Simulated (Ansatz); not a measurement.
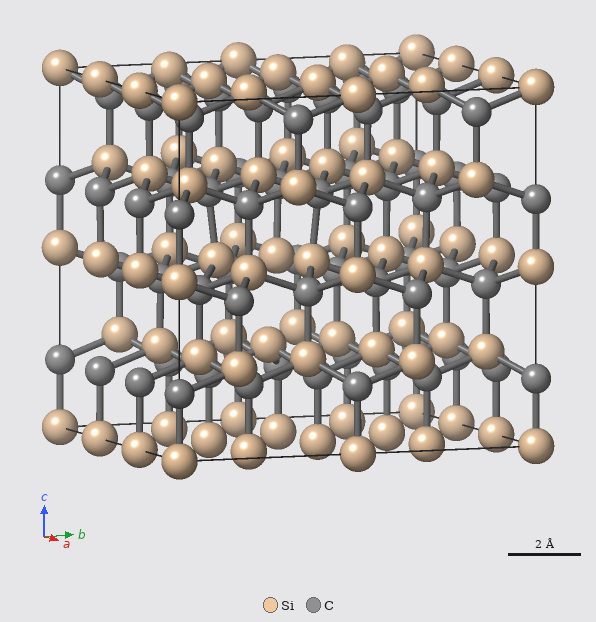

*The structure (ball-and-stick view of the cell of the calculation, seen slightly off an axis).*

Near neighbours in the crystal (not all of them lie inside the picture): Si has 4 C at 1.85 to 1.90 Å; Si has 3 C at 1.91 to 1.99 Å; C has 4 Si at 1.85 to 1.99 Å.

## Run report: Si$_{48}$C$_{47}$ (charge −2), single-point calculation (part 1 of 2)

- system: Si$_{48}$C$_{47}$ (defect cell, 95 atoms in the cell, total charge −2)
- method: DFT, r2SCAN, PAW, plane waves (Ansatz 0.2.0)

### The input
```yaml
crystal:
  lattice:
    - [9.234204, 0.000000, 0.000000]
    - [0.000000, 10.662740, 0.000000]
    - [0.000000, 0.000000, 10.075947]
  atoms:
    - { symbol: Si, position: [0.000563, 0.999896, 0.499784] }
    - { symbol: Si, position: [0.335614, 0.002730, 0.499431] }
    - { symbol: Si, position: [0.169673, 0.251599, 0.498617] }
    - { symbol: Si, position: [0.001413, 0.499505, 0.498737] }
    - { symbol: Si, position: [0.666002, 0.001826, 0.499769] }
    - { symbol: Si, position: [0.505075, 0.269431, 0.502442], spin: 0.5 }
    - { symbol: Si, position: [0.354779, 0.489179, 0.491036], spin: 0.5 }
    - { symbol: Si, position: [0.168811, 0.748013, 0.498631] }
    - { symbol: Si, position: [0.832874, 0.251028, 0.499352] }
    - { symbol: Si, position: [0.651964, 0.487518, 0.503806], spin: 0.5 }
    - { symbol: Si, position: [0.500241, 0.747474, 0.498685] }
    - { symbol: Si, position: [0.831951, 0.747192, 0.499551] }
    - { symbol: Si, position: [0.999614, 0.167804, 0.250924] }
    - { symbol: Si, position: [0.334296, 0.168327, 0.251822] }
    - { symbol: Si, position: [0.165902, 0.417959, 0.249819] }
    - { symbol: Si, position: [0.999230, 0.666638, 0.249935] }
    - { symbol: Si, position: [0.664561, 0.168687, 0.251564] }
    - { symbol: Si, position: [0.491476, 0.419936, 0.258666], spin: 0.5 }
    - { symbol: Si, position: [0.332138, 0.666160, 0.249279] }
    - { symbol: Si, position: [0.166418, 0.917169, 0.250473] }
    - { symbol: Si, position: [0.830194, 0.417747, 0.251668] }
    - { symbol: Si, position: [0.665350, 0.665211, 0.251882] }
    - { symbol: Si, position: [0.499615, 0.916782, 0.250604] }
    - { symbol: Si, position: [0.832527, 0.917011, 0.251014] }
    - { symbol: Si, position: [0.167356, 0.083975, 0.749532] }
    - { symbol: Si, position: [0.000671, 0.333629, 0.749409] }
    - { symbol: Si, position: [0.500370, 0.083811, 0.750495] }
    - { symbol: Si, position: [0.334976, 0.333918, 0.749474] }
    - { symbol: Si, position: [0.168711, 0.582228, 0.746615] }
    - { symbol: Si, position: [0.000338, 0.833012, 0.749176] }
    - { symbol: Si, position: [0.833337, 0.083804, 0.749921] }
    - { symbol: Si, position: [0.666460, 0.333841, 0.751784] }
    - { symbol: Si, position: [0.500679, 0.582149, 0.749543] }
    - { symbol: Si, position: [0.333864, 0.833211, 0.749179] }
    - { symbol: Si, position: [0.834169, 0.583076, 0.750524] }
    - { symbol: Si, position: [0.666707, 0.833126, 0.749529] }
    - { symbol: Si, position: [0.999826, 0.000386, 0.000182] }
    - { symbol: Si, position: [0.333431, 0.000139, 0.000573] }
    - { symbol: Si, position: [0.166837, 0.250714, 0.000240] }
    - { symbol: Si, position: [0.999637, 0.500801, 0.999847] }
    - { symbol: Si, position: [0.666098, 0.000210, 0.000747] }
    - { symbol: Si, position: [0.499416, 0.250815, 0.001303] }
    - { symbol: Si, position: [0.331824, 0.500850, 0.998095] }
    - { symbol: Si, position: [0.166149, 0.749719, 0.999186] }
    - { symbol: Si, position: [0.832952, 0.250676, 0.001100] }
    - { symbol: Si, position: [0.665469, 0.500180, 0.001605] }
    - { symbol: Si, position: [0.499754, 0.749678, 0.000100] }
    - { symbol: Si, position: [0.833112, 0.749896, 0.000531] }
    - { symbol: C, position: [0.999443, 0.000701, 0.187788] }
    - { symbol: C, position: [0.332854, 0.000565, 0.187927] }
    - { symbol: C, position: [0.166330, 0.250414, 0.187189] }
    - { symbol: C, position: [0.997832, 0.500159, 0.187087] }
    - { symbol: C, position: [0.666274, 0.000845, 0.188043] }
    - { symbol: C, position: [0.498786, 0.250883, 0.186997] }
    - { symbol: C, position: [0.328211, 0.502445, 0.181399] }
    - { symbol: C, position: [0.165516, 0.750982, 0.186703] }
    - { symbol: C, position: [0.832661, 0.250578, 0.188012] }
    - { symbol: C, position: [0.664290, 0.500304, 0.187804] }
    - { symbol: C, position: [0.499522, 0.750292, 0.187129] }
    - { symbol: C, position: [0.832328, 0.750536, 0.188011] }
    - { symbol: C, position: [0.000328, 0.000116, 0.687619] }
    - { symbol: C, position: [0.333754, 0.000173, 0.687316] }
    - { symbol: C, position: [0.167433, 0.250345, 0.687011] }
    - { symbol: C, position: [0.000804, 0.499900, 0.686440] }
    - { symbol: C, position: [0.666938, 0.999937, 0.687580] }
    - { symbol: C, position: [0.501003, 0.248785, 0.692030] }
    - { symbol: C, position: [0.335372, 0.499315, 0.685820] }
    - { symbol: C, position: [0.167192, 0.749964, 0.686305] }
    - { symbol: C, position: [0.833444, 0.250244, 0.687775] }
    - { symbol: C, position: [0.669181, 0.500513, 0.692677] }
    - { symbol: C, position: [0.500214, 0.749601, 0.686987] }
    - { symbol: C, position: [0.833551, 0.749800, 0.687292] }
    - { symbol: C, position: [0.001004, 0.166776, 0.438858] }
    - { symbol: C, position: [0.337096, 0.169424, 0.438680] }
    - { symbol: C, position: [0.169037, 0.417311, 0.436594] }
    - { symbol: C, position: [0.000513, 0.666591, 0.437711] }
    - { symbol: C, position: [0.666528, 0.167893, 0.438529] }
    - { symbol: C, position: [0.334447, 0.664724, 0.436310] }
    - { symbol: C, position: [0.167944, 0.916846, 0.438414] }
    - { symbol: C, position: [0.833092, 0.417129, 0.438784] }
    - { symbol: C, position: [0.665840, 0.662953, 0.438847] }
    - { symbol: C, position: [0.500569, 0.916237, 0.438510] }
    - { symbol: C, position: [0.833229, 0.915946, 0.438955] }
    - { symbol: C, position: [0.166625, 0.083599, 0.937966] }
    - { symbol: C, position: [0.999770, 0.333643, 0.937890] }
    - { symbol: C, position: [0.499775, 0.082632, 0.938752] }
    - { symbol: C, position: [0.332767, 0.333596, 0.937812] }
    - { symbol: C, position: [0.165130, 0.584133, 0.934988] }
    - { symbol: C, position: [0.999608, 0.833885, 0.937604] }
    - { symbol: C, position: [0.833071, 0.083669, 0.938356] }
    - { symbol: C, position: [0.666838, 0.333369, 0.939812] }
    - { symbol: C, position: [0.499508, 0.583820, 0.937860] }
    - { symbol: C, position: [0.333035, 0.833472, 0.937642] }
    - { symbol: C, position: [0.833590, 0.584034, 0.938556] }
    - { symbol: C, position: [0.666612, 0.833490, 0.937977] }
  symmetry: { detect: false }
kpoints:
  mp_grid: { grid: [1, 1, 1], shift: [0.25, 0.25, 0.25] }
hamiltonian:
  xc: r2scan
total_charge: -2
magnetization:
  spin_polarized: true
scf:
  occupations: { method: fermi_dirac, width: 0.01 }
output:
  forces: true
  eigenvalues: true
  populations: true
  charged_corrections: { epsilon: 9.7 }
  eigenstates: { kpoints: [[0.25, 0.25, 0.25]], e_range: [-6.0, 6.0], localisation: true }
```

Launched with:
```bash
ansatz run in.yaml --threads 32 --pin off --max-ram 171000MiB --runs-dir r --events-out ev --progress --plain --backend cuda --devices 0,
```

### The program's output
```
Pseudopotentials: kind: paw
Functional definition: r2SCAN
  parameter k0 = 0.174
  parameter k1 = 0.065
  parameter a1 = 4.9479
  exchange = r2scan_x(k0 = k0, k1 = k1, a1 = a1)
  correlation = r2scan_c
Crystal: 95 atoms, lattice volume = 992.097 Å³
Basis set: ecut = 500 eV, 25207 PW (Γ), exchange–correlation on 288×320×300 points (64 copies of the dense FFT grid, shifted against one another)
Bands: 287, of which v1, the nominal top of the filled ones, is band 191 counted from 1 (190 counted from 0)
Symmetry: 1 space group operations
k-points: 1
Non-local potential: Si, projectors of the file, l = 0: 2, l = 1: 2, l = 2: 2
Non-local potential: C, projectors of the file, l = 0: 2, l = 1: 2, l = 2: 1
PAW form: soft (Blöchl's): semilocal exchange-correlation on the pseudo side does not see the compensation charge
PAW frozen core: Si, regenerated for the run's functional (the file was generated under x = pbe(κ = 0.804, μ = 0.2195149727645171), c = pbe(β = 0.06672455060314922))
PAW frozen core: C, regenerated for the run's functional (the file was generated under x = pbe(κ = 0.804, μ = 0.2195149727645171), c = pbe(β = 0.06672455060314922))
PAW one-centre angular grid: Si, 302 points (default); XC on 160 Gauss nodes
PAW one-centre angular grid: C, 302 points (default); XC on 239 of its mesh's 2573 points in the sphere
Initial density: superposition of atomic densities (chi_scale 0.1, normalization cell)
Starting moments: Σ|m| = 2 μB on 4 of 95 sites
Initial wavefunctions: pseudopotential atomic-orbital guess
Functional: x = r2scan, c = r2scan; τ floored in thin density (d = 2e-4 eV/Å³)
SCF iter   1: F=—  HF=-42561.975925 eV  |F-HF|=—  |Δ(HF+E_count)|=         —  Δρ=7.08e-2 (↑7.08e-2 ↓7.05e-2)  dr2=2.44e2  dr2_τ=6.83e0  dr2_m=7.85e-2  M=2.000 μB ∫|m|=2.059 μB  β_m=0.30  ethr=3.10e-3  ⟨swp⟩=6.0  Hψ=2516  notcnv=0  defer=126
preconditioner: auto → Resta (q_TF=auto, 2.327 Å⁻¹)  ε∞=3.9  [insulator: Δε(μ)=0.304 eV  Ē_g=13.494 eV  σ=0.010 eV  W_gap=1.00  n_scr=218 (ndim 8)  ℏωp=23.0 eV  f_vac=0.000  D(μ)=0.00/eV (n_scr^D=0)  ε∞_Penn≈3.9]
spin=Collinear: Resta preconditioning applied to the charge; magnetization (m = ρ↑ − ρ↓) channel mixes plain (no charge-response kernel on spin).
SCF iter   2: F=—  HF=-42517.422660 eV  |F-HF|=—  |Δ(HF+E_count)|=    4.46e1  Δρ=4.12e-2 (↑4.12e-2 ↓4.10e-2)  dr2=8.04e1  dr2_τ=5.54e-1  dr2_m=4.70e-2  M=2.000 μB ∫|m|=2.081 μB  β_m=0.30  ethr=3.10e-3  ⟨swp⟩=3.0  Hψ=1062  notcnv=0  defer=182  κ⁻¹=1.0e0(r=1)
SCF iter   3: F=—  HF=-42502.094251 eV  |F-HF|=—  |Δ(HF+E_count)|=    1.53e1  Δρ=1.46e-2 (↑1.44e-2 ↓1.46e-2)  dr2=4.88e0  dr2_τ=4.09e-1  dr2_m=2.69e-2  M=2.000 μB ∫|m|=2.102 μB  β_m=0.30  ethr=3.10e-3  ⟨swp⟩=3.0  Hψ=927  notcnv=0  defer=181  κ⁻¹=3.5e-3(r=2)
SCF iter   4: F=—  HF=-42504.190523 eV  |F-HF|=—  |Δ(HF+E_count)|=    2.10e0  Δρ=4.28e-3 (↑4.05e-3 ↓4.28e-3)  dr2=4.38e-1  dr2_τ=4.57e-3  dr2_m=1.67e-2  M=2.000 μB ∫|m|=2.095 μB  β_m=0.30  ethr=1.28e-3  ⟨swp⟩=3.0  Hψ=903  notcnv=0  defer=181  κ⁻¹=2.1e-4(r=3)
SCF iter   5: F=—  HF=-42504.244842 eV  |F-HF|=—  |Δ(HF+E_count)|=   5.43e-2  Δρ=1.66e-3 (↑1.66e-3 ↓1.50e-3)  dr2=3.24e-2  dr2_τ=1.72e-3  dr2_m=1.06e-2  M=2.000 μB ∫|m|=2.105 μB  β_m=0.30  ethr=1.15e-4  ⟨swp⟩=2.5  Hψ=788  notcnv=0  defer=181  κ⁻¹=6.6e-5(r=4)
SCF iter   6: F=—  HF=-42504.256931 eV  |F-HF|=—  |Δ(HF+E_count)|=   1.21e-2  Δρ=9.83e-4 (↑9.83e-4 ↓9.43e-4)  dr2=5.88e-3  dr2_τ=6.09e-5  dr2_m=6.86e-3  M=2.000 μB ∫|m|=2.118 μB  β_m=0.30  ethr=8.49e-6  ⟨swp⟩=3.0  Hψ=871  notcnv=0  defer=181  κ⁻¹=1.4e-6(r=5)
SCF iter   7: F=—  HF=-42504.270514 eV  |F-HF|=—  |Δ(HF+E_count)|=   1.36e-2  Δρ=8.15e-4 (↑8.15e-4 ↓7.77e-4)  dr2=2.96e-3  dr2_τ=3.98e-5  dr2_m=4.36e-3  M=2.000 μB ∫|m|=2.129 μB  β_m=0.30  ethr=1.54e-6  ⟨swp⟩=2.5  Hψ=788  notcnv=0  defer=181  κ⁻¹=7.9e-7(r=6)
SCF iter   8: F=—  HF=-42504.282060 eV  |F-HF|=—  |Δ(HF+E_count)|=   1.15e-2  Δρ=5.60e-4 (↑5.56e-4 ↓5.60e-4)  dr2=8.07e-5  dr2_τ=1.01e-5  dr2_m=2.81e-3  M=2.000 μB ∫|m|=2.141 μB  β_m=1.20  ethr=7.76e-7  ⟨swp⟩=2.5  Hψ=778  notcnv=0  defer=181
Mixer restart at iter 8: flushing history
spin-set hold released at iteration 8 (site moments contracting): the magnetisation degrees of freedom join the quasi-Newton model from the next iteration; the mixer history was flushed
SCF iter   9: F=—  HF=-42504.299389 eV  |F-HF|=—  |Δ(HF+E_count)|=   1.73e-2  Δρ=1.53e-4 (↑1.42e-4 ↓1.53e-4)  dr2=2.25e-4  dr2_τ=7.02e-6  dr2_m=1.63e-4  M=2.000 μB ∫|m|=2.187 μB  β_m=1.20  ethr=2.11e-8  ⟨swp⟩=4.0  Hψ=1558  notcnv=0  defer=181  κ⁻¹=1.0e0(r=1)
SCF iter  10: F=—  HF=-42504.300240 eV  |F-HF|=—  |Δ(HF+E_count)|=   8.51e-4  Δρ=6.25e-5 (↑5.10e-5 ↓6.25e-5)  dr2=1.54e-4  dr2_τ=5.76e-7  dr2_m=4.47e-6  M=2.000 μB ∫|m|=2.202 μB  β_m=1.20  ethr=2.11e-8  ⟨swp⟩=3.0  Hψ=1070  notcnv=0  defer=181  κ⁻¹=3.7e-2(r=2)
SCF iter  11: F=—  HF=-42504.300261 eV  |F-HF|=—  |Δ(HF+E_count)|=   2.07e-5  Δρ=3.48e-5 (↑3.22e-5 ↓3.48e-5)  dr2=5.32e-5  dr2_τ=6.82e-8  dr2_m=2.08e-7  M=2.000 μB ∫|m|=2.204 μB  β_m=1.20  ethr=2.11e-8  ⟨swp⟩=3.0  Hψ=767  notcnv=0  defer=181  κ⁻¹=8.6e-3(r=3)
SCF iter  12: F=—  HF=-42504.300267 eV  |F-HF|=—  |Δ(HF+E_count)|=   6.09e-6  Δρ=1.44e-5 (↑1.44e-5 ↓1.20e-5)  dr2=6.36e-6  dr2_τ=2.30e-8  dr2_m=2.35e-7  M=2.000 μB ∫|m|=2.205 μB  β_m=1.20  ethr=1.39e-8  ⟨swp⟩=2.5  Hψ=759  notcnv=0  defer=181  κ⁻¹=1.4e-3(r=4)
SCF iter  13: F=—  HF=-42504.300269 eV  |F-HF|=—  |Δ(HF+E_count)|=   2.28e-6  Δρ=6.03e-6 (↑6.03e-6 ↓6.02e-6)  dr2=1.48e-6  dr2_τ=4.60e-9  dr2_m=2.24e-8  M=2.000 μB ∫|m|=2.205 μB  β_m=1.20  ethr=1.66e-9  ⟨swp⟩=2.5  Hψ=750  notcnv=0  defer=181  κ⁻¹=4.8e-4(r=5)
SCF iter  14: F=—  HF=-42504.300270 eV  |F-HF|=—  |Δ(HF+E_count)|=   2.31e-7  Δρ=3.14e-6 (↑3.14e-6 ↓3.02e-6)  dr2=3.36e-7  dr2_τ=1.04e-9  dr2_m=7.77e-9  M=2.000 μB ∫|m|=2.205 μB  β_m=1.20  ethr=3.89e-10  ⟨swp⟩=3.0  Hψ=684  notcnv=0  defer=181  κ⁻¹=7.9e-5(r=6)
SCF iter  15: F=—  HF=-42504.300270 eV  |F-HF|=—  |Δ(HF+E_count)|=   1.68e-7  Δρ=1.44e-6 (↑1.44e-6 ↓1.34e-6)  dr2=6.04e-8  dr2_τ=3.10e-10  dr2_m=2.45e-9  M=2.000 μB ∫|m|=2.205 μB  β_m=1.20  ethr=2.62e-11  ⟨swp⟩=17.0  Hψ=3917  notcnv=0  κ⁻¹=1.8e-5(r=7)
SCF iter  16: F=-42504.300270 eV  HF=-42504.300270 eV  |F-HF|=4.63e-9  |Δ(HF+E_count)|=   2.55e-8  Δρ=6.15e-7 (↑6.01e-7 ↓6.15e-7)  dr2=1.16e-8  dr2_τ=6.65e-11  dr2_m=2.93e-10  M=2.000 μB ∫|m|=2.205 μB  ethr=1.58e-11  ⟨swp⟩=4.0  Hψ=1255  notcnv=0
SCF 1 converged in 16 iterations: F = -42504.300270 eV  dr2 = 1.16e-8
  greatest PAW one-centre occupation: 0.666 electrons in one spin orbital (limit 2), on the C atom at site 66 (counted from 0), in its partial waves of l = 0
```

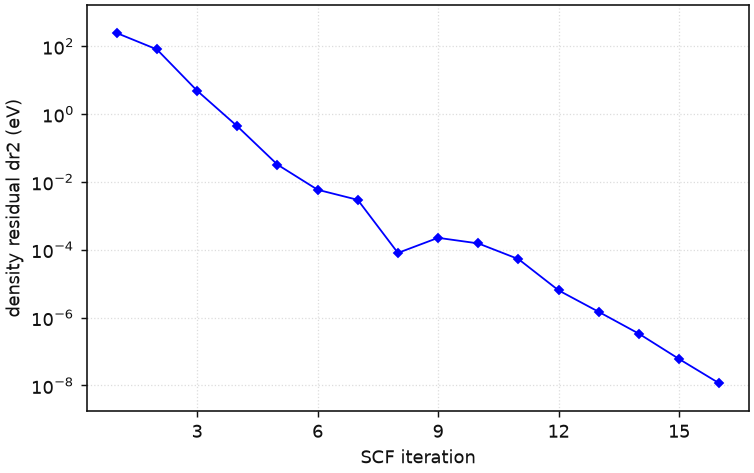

*Convergence of the self-consistent field: density residual dr2 against the SCF iteration.*

The residual comes down, with one marked jump up, by a factor of about 3, at step 9.

```
this state was not tested for a lower state beside it, because the mixer in use, unlike msr1, does not test its closes by its own steps (another_mixer; see scf.mixing.algorithm and scf.lower_state_search)
NSCF: frozen V_eff on 1 k-points
SCF converged after 16 iterations
Magnetization: 2.0000 μB (192.0000 up, 190.0000 down)
Absolute magnetization: 2.2094 μB (∫|ρ↑−ρ↓|, with the PAW one-centre terms)
Spin contamination: 0.0155 ħ² per cell (⟨S²⟩ above its minimum at these occupations)
Per-site moments (μB) at R_I (Å): [(0.001478026603475407, 0.7764573128140891), (0.006660132643355023, 0.7754655733386265), (0.0003934507893408298, 0.7731130493547799), (0.010207969936659785, 0.7774551380239835), (0.005037018541935737, 0.7735070802212584), (0.08334288746969257, 0.7933567875859595), (0.11227193554436736, 0.8072767020124348), (0.006106677475665468, 0.7741863020025296), (0.00077423089
Free energy (F): -42504.300270 eV
Harris-Foulkes:  -42504.300270 eV  (|F-HF|=4.63e-9)
Internal energy: -42504.300270 eV  (E = F + TS)
E sigma→0 (E₀):  -42504.300270 eV
Fermi energy:    11.655886 eV
--- Per-component energies (eV) ---
  E_band       = 1211.998529
  E_kinetic    = 6459.852989
  E_local      = -4966.316819  (includes V_loc(G=0)·N_el)
  E_nonlocal   = 2397.907050
  E_hartree    = 1569.702780
  E_xc         = -4833.768048
  E_vxc        = -5652.882127  (∫ρ·V_xc dr)
  E_paw        = -29672.880655  (= ΣΔE_a)
  E_vpaw       = -431.611417  (= ΣTr[D̂ρ^β])
  E_aug_tail   = 0.000389  (compensation charges beyond the density's cutoff)
  E_vtau       = 265.642413  (kinetic-family band-sum trace: ∫τ·v_τ [+ j·A + Jᵃ·Aᵃ] dr)
  E_ewald      = -13453.964808
  E_core_change = -4.833149  (= ΣΔE_core)
  E_smearing   = -0.000000  (= −TS)
  E_closure    = 0.000000  (closes the sum)
  E_deformation_potential = -35.939460  (in the stress; not in F)
  Σ components = -42504.300270   (vs F -42504.300270, Δ=0.00e0)
```
